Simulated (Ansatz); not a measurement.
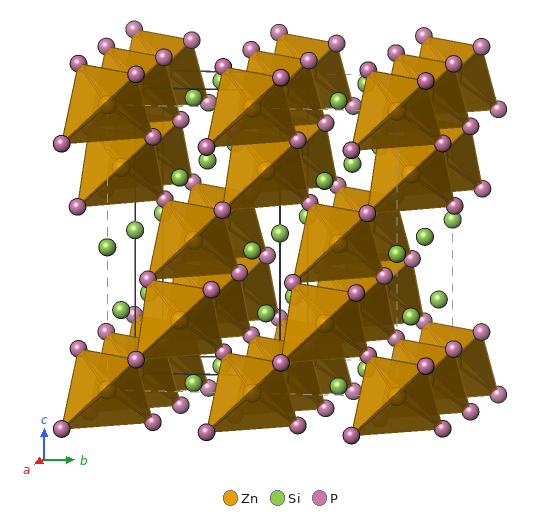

Polyhedra are drawn about Zn (bonds: P–Zn below 2.7 Å); other atoms are plain spheres.

System ZnSiP2 (space group I-42d, No. 122); source of the atomic positions: the input geometry of an electronic-structure calculation (not necessarily at equilibrium).

Sharing among the drawn polyhedra:

```json
{"site": "Zn", "polyhedron": "ZnP4 tetrahedron", "corner-sharing neighbours": "4", "edge-sharing": "0", "face-sharing": "0", "bond (Å)": "2.36"}
```

They form a three-dimensional framework of corner-sharing tetrahedra.
